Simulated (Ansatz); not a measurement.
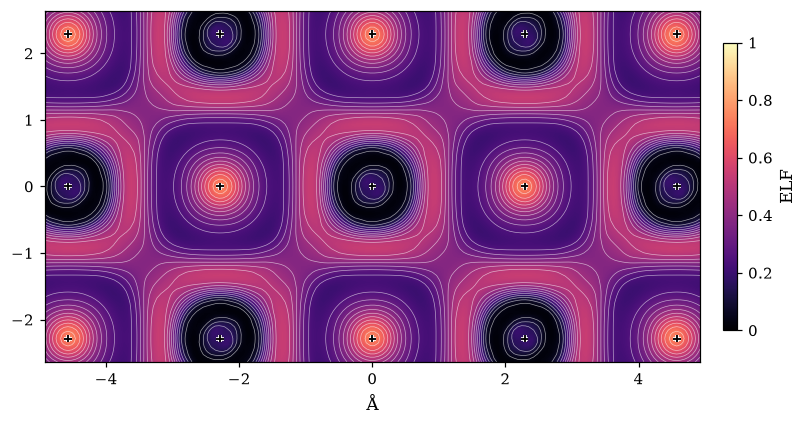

The electron localisation function on a plane through atoms (crosses mark nuclei in the plane).

Computed with Ansatz 0.2.0, DFT PBE, scalar-relativistic, plane waves, PAW.

Candidates:
A. AlNi, a = 4.57 Å, b = 4.57 Å, c = 4.57 Å, α = 90.00°, β = 90.00°, γ = 90.00°. Space group Fm-3m; computed pressure about 29 GPa in this cell; computed without spin polarisation.
B. Ta, a = 3.32 Å, b = 3.32 Å, c = 3.32 Å, α = 90.00°, β = 90.00°, γ = 90.00°. Space group Im-3m; computed without spin polarisation.

Question: Which system is this?

Answer: Candidate A: AlNi on the (001) plane of the conventional cell, which holds Al and Ni. Al–Ni (2.29 Å): the ELF is about 0.40 at the midpoint.
